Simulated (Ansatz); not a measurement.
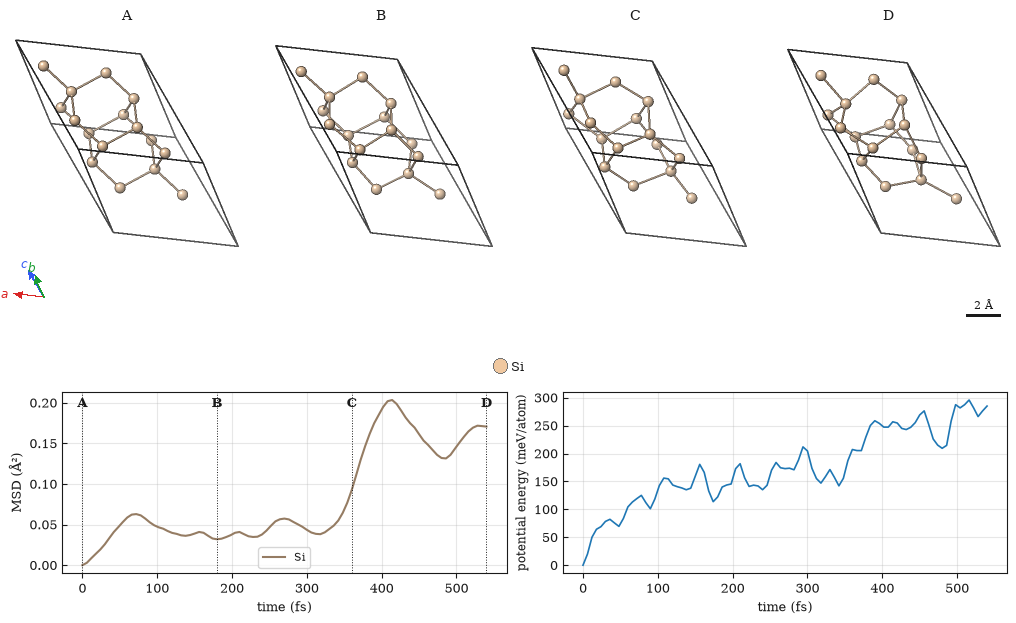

Molecular dynamics of a 16-atom cell of Si (set up in Fd-3m), 540 fs long. Frames (A at 0 fs, B at 180 fs, C at 360 fs, D at 540 fs) and the history of the run. Style: ball-and-stick. Shown: the reduced simulation cell, from a free direction. Bonds to atoms that aren't drawn are left out. Lengths and directions refer to the drawn axes.

Level of theory: DFT PBE, scalar-relativistic, plane waves, PAW in Ansatz. Run with plane-wave cutoff 420 eV; k-point mesh 2 × 2 × 2; Fermi-Dirac smearing 0.103 eV; volume 1.04 times that of the relaxed crystal; Langevin thermostat and barostat (NPT); set temperature 1200 K; time step 6 fs; friction 0.02 per fs; target pressure 10 GPa.

Q: What do the frames and curves show?

A: In the second half of the run the atoms are, in the root-mean-square, this far from where they began (common drift taken out): Si 0.35 Å. That is small against the typical shortest distance between atoms in the first frame, about 2.4 Å: the atoms vibrate about their sites and the arrangement holds. Over the second half the temperature averages 1118 K (spread ±159 K). The potential energy is still drifting at the end, so the run hasn't reached equilibrium. The potential energy in the second half lies on average 225 meV per atom above the first frame. The mean pressure there is 9.3 GPa. The volume ends −13.0 % from the start. The conserved quantity moves between −2.6 and 5.4 meV per atom from its start, in jumps that begin near 0 fs. That is too much for reliable dynamics. The time step of 6 fs is long for the fastest vibrations here (lightest element silicon).

The run took 4.5 min on 4 threads of Arm Neoverse N1, on a shared host, peak memory 0.67 GiB.
